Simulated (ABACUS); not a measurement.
**A series of single points on GaCo**

System: GaCo (2 atoms in the cell).
Method: Kohn-Sham DFT of a periodic cell, PBE, PseudoDojo NC SR 0.4.1 PBE standard, spin-polarised (ABACUS 3.10.1).

The 7 runs differ only in the geometry, by an even scaling of the cell at fixed fractional positions. The structure derives from an entry of the Crystallography Open Database.

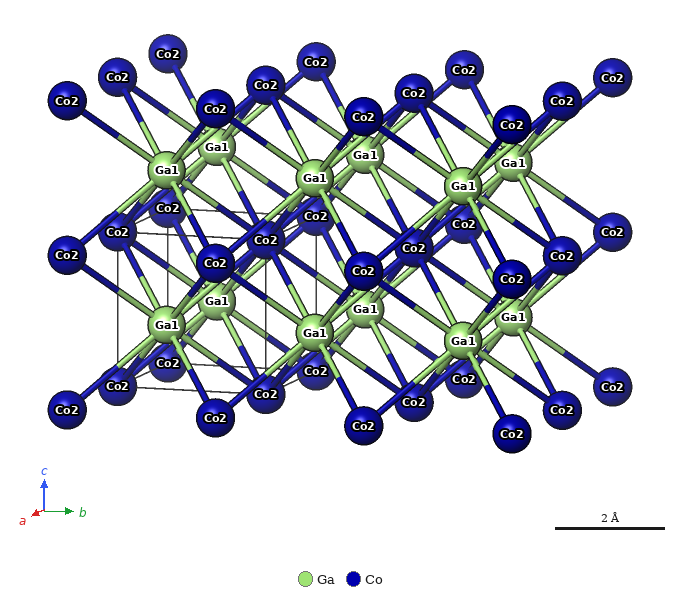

Figure 1. The structure of run 4 (ball-and-stick view of the cell of the calculation, repeated 2 × 3 × 2, seen slightly off an axis; atoms are numbered from 1 in the order of the input).

## The input of run 4
```
INPUT_PARAMETERS
suffix              GaCo
calculation         scf
basis_type          pw
pseudo_dir          ./
symmetry            1
dft_functional      pbe
ecutwfc             97
pseudo_rcut         10
nspin               2
nbands              20
ks_solver           dav
smearing_method     fd
smearing_sigma      0.00367493
scf_thr             1e-08
scf_nmax            100
mixing_type         broyden
mixing_beta         0.4
cal_force           1
cal_stress          1
kpar                4
```

## File STRU of run 4
```
ATOMIC_SPECIES
Ga 69.7230 Ga.upf
Co 58.9332 Co.upf

LATTICE_CONSTANT
1.8897261246

LATTICE_VECTORS
2.8780000000 0.0000000000 0.0000000000
0.0000000000 2.8780000000 0.0000000000
0.0000000000 0.0000000000 2.8780000000

ATOMIC_POSITIONS
Direct

Ga
0.0
1
0.5000000000 0.5000000000 0.5000000000 1 1 1 mag 0

Co
0.0
1
0.0000000000 0.0000000000 0.0000000000 1 1 1 mag 2
```

## File KPT of run 4
```
K_POINTS
0
Gamma
9 9 9 0 0 0
```

Command:
```bash
OMP_NUM_THREADS=1 mpirun -np 4 abacus > log
```

Run 3 differs from it as follows:
```diff
-2.8780000000 0.0000000000 0.0000000000
-0.0000000000 2.8780000000 0.0000000000
-0.0000000000 0.0000000000 2.8780000000
+2.8586839818 0.0000000000 0.0000000000
+0.0000000000 2.8586839818 0.0000000000
+0.0000000000 0.0000000000 2.8586839818
```

## Results, with one run withheld

```csv
run,volume per atom (Å³),"free energy per atom, from the lowest run given (meV)",pressure (GPa)
1,11.204,31.76,13.92
2,11.442,14.63,9.10
3,11.681,?,?
4,11.919,0.00,0.99
5,12.157,1.11,−2.44
6,12.396,6.99,−5.42
7,12.634,17.03,−8.07
```

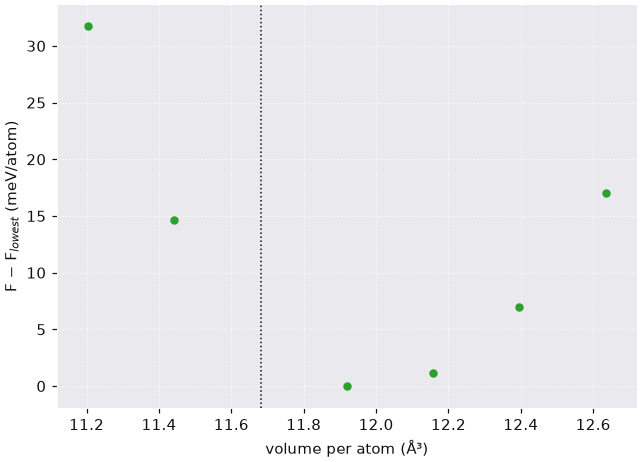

Figure 2. Free energy per atom of the runs given; the dotted line marks run 3.

Estimate the energy of run 3 from the others.

A cubic polynomial in V^(−2/3) (the Birch–Murnaghan form), fitted to the 6 runs given, misses them by at most 0.01 meV per atom. With x = V^(−2/3) − 0.19142 Å⁻², it reads F = −0.098408 + 390.78 x + 4.0604e+05 x² + 1.1533e+06 x³ (meV per atom). At run 3 it gives 4.27 meV per atom, and the run itself gives 4.29. The slope of the fit gives a pressure −dF/dV of 4.82 GPa there, and the run prints 4.80 GPa. The fit has its minimum at 11.986 Å³ per atom, where V d²F/dV² gives 175 GPa: the bulk modulus at this level, since symmetry fixes the shape and the positions.

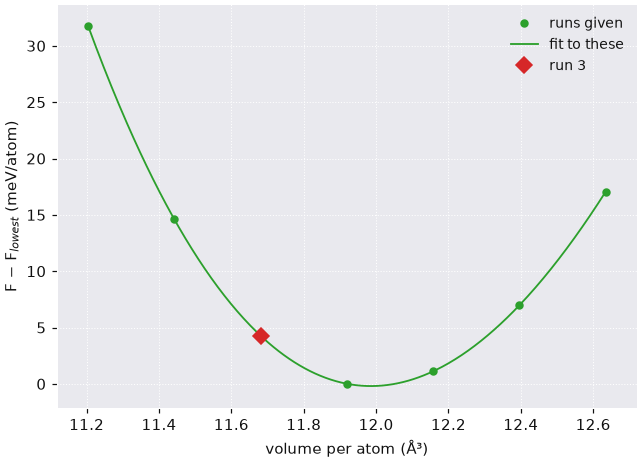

Figure 3. The fit and the withheld run.

## Some lines of the output (run 3)
```
[...]
 E_Fermi        1.3564635896         18.4556339482
 E_Fermi        1.3570797069         18.4640166546
 E_Fermi        1.3570732615         18.4639289594
 E_Fermi        1.3571841817         18.4654381067
 E_Fermi        1.3574111262         18.4685258448
 E_Fermi        1.3574995998         18.4697295901
 E_Fermi        1.3575809889         18.4708369450
 E_Fermi        1.3577313151         18.4728822381
 E_KS(sigma->0) -459.0538551062      -6245.7481183113
 E_Fermi        1.3577427824         18.4730382586
 final etot is -6245.753499 eV
 EFERMI = 18.473038259 eV
 TOTAL-PRESSURE: 47.965522 KBAR
 !FINAL_ETOT_IS -6245.7534989920422959 eV
```
